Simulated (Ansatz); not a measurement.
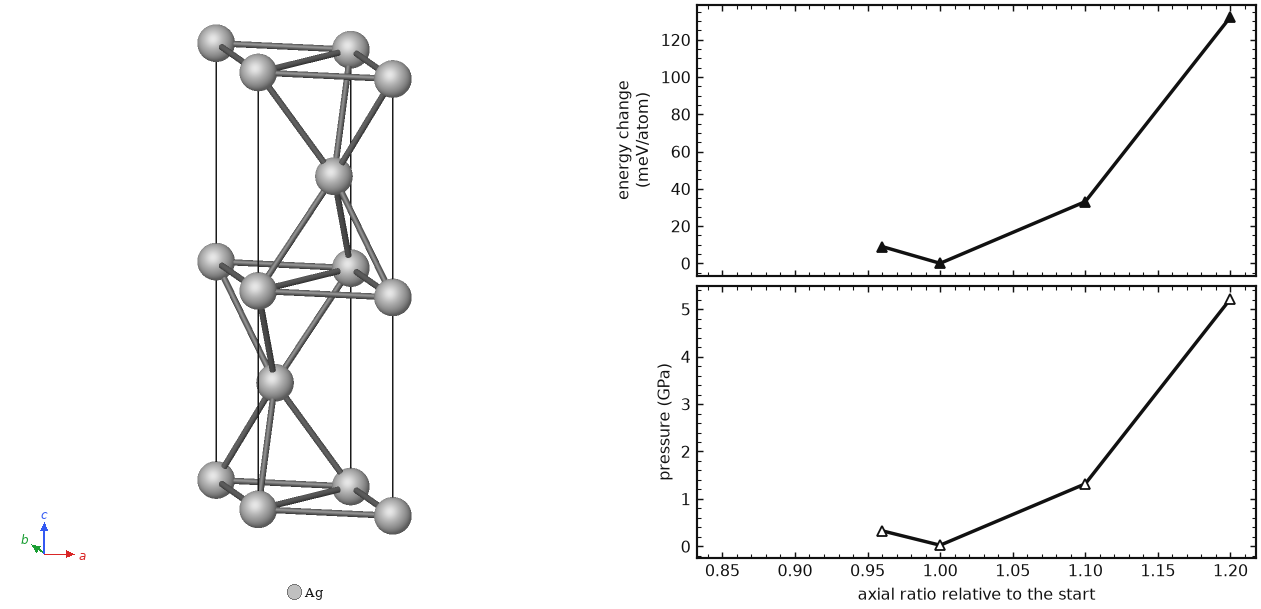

The figure shows the energy change and pressure against relative axial ratio for Ag, space group P6_3/mmc (No. 194). The cell is drawn beside the plot.

Structure:
```yaml
crystal:
  lattice:
    - [2.87095, 0.00000, 0.00000]
    - [-1.43548, 2.48632, 0.00000]
    - [0.00000, 0.00000, 9.33806]
  atoms:
    - { symbol: Ag, position: [0.33333, 0.66667, 0.25000] }
    - { symbol: Ag, position: [0.66667, 0.33333, 0.75000] }
    - { symbol: Ag, position: [0.00000, 0.00000, 0.00000] }
    - { symbol: Ag, position: [0.00000, 0.00000, 0.50000] }
```

Calculation (Ansatz 0.2.0): deformation of a crystal at fixed volume, lengths along the axis scaled against those across it, fractional coordinates fixed, by plane-wave density functional theory with PAW datasets, free energies less that of the undisturbed cell, pressure positive in compression; scalar-relativistic. Level: PBEsol, no spin polarisation.

wave cutoff 420 eV; k mesh 24×24×6; occupations Gaussian; smearing width 0.15 eV; k shift (0, 0, 0) (mesh steps); start relaxed; path axial; axis direction (0, 0, 1) (Cartesian unit vector).

The points at relative axial ratio 0.85 and 0.92 are left out of the plot. What values does the calculation give there?

| axial ratio relative to the start | energy change (meV/atom) | pressure (GPa) |
| --- | --- | --- |
| 0.85 | 92 | 3.492 |
| 0.92 | 30 | 1.127 |

Caveats: shape and atomic fractions are frozen while scaling, which makes layered, chain and framework solids too stiff.
